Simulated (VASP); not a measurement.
# Si: what the fields show

Input file:

```
SYSTEM = Si
  PREC = Accurate
  ENCUT = 520
  EDIFF = 1E-6
  ISMEAR = 0
  SIGMA = 0.1
  LREAL = .False.
  LASPH = .True.
  NELM = 100
  ALGO = Normal
  ISIF = 2
  LWAVE = .False.
  LCHARG = .True.
  GGA = PE
  LELF = .True.
  LVHAR = .True.
  NBANDS = 16
```

Command:

```sh
cat potpaw_PBE.64/Si/POTCAR > POTCAR
mpirun -np 1 vasp_std > vasp.out
```

Below, planes, directions and counts refer to the conventional cell (a = 4.76 Å, b = 7.61 Å, c = 3.74 Å, α = 90.00°, β = 90.00°, γ = 90.00°).

Space group Cmce; a generated structure, not necessarily the stable one.

Theory: Kohn-Sham DFT of a periodic cell, PBE, VASP PAW PBE potentials, recommended (VASP).

In a PAW calculation such maps are meaningful between the atoms, not at the nuclei.

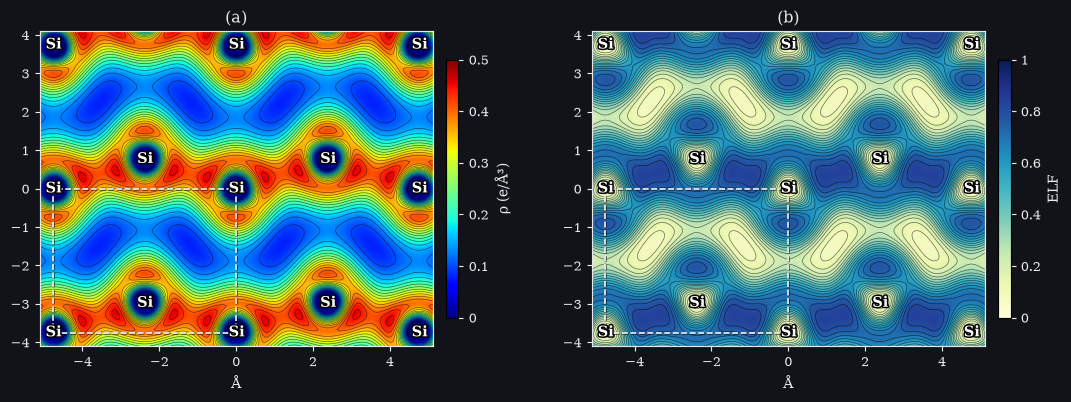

Figure 1. (a) valence charge density (pseudo); (b) ELF on the (010) plane of the conventional cell.

**What do the fields say about this system?**

- The plane passes through Si nuclei.
- Si–Si (2.50 Å): ρ at the midpoint is about 0.41 e/Å³; the ELF peaks at about 0.85 between the atoms.
- Between the atoms the lowest density in this plane is 0.08 e/Å³.

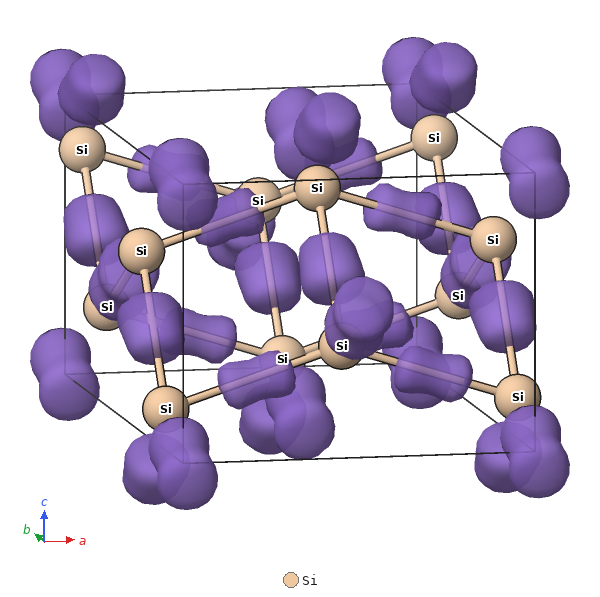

Figure 2. Isosurface of the electron localisation function at 0.8 (purple), seen slightly off an axis. Core shells and regions of very low density are left out. Sticks mark near contacts.

**Describe the localisation domains.**

The ELF exceeds this value in 20 regions between bonded Si–Si atoms (shared pairs), counted in one cell of 8 atoms. Regions shared between cells count once.


Si–Si (2.44 Å): the ELF peaks at about 0.90 between the atoms.
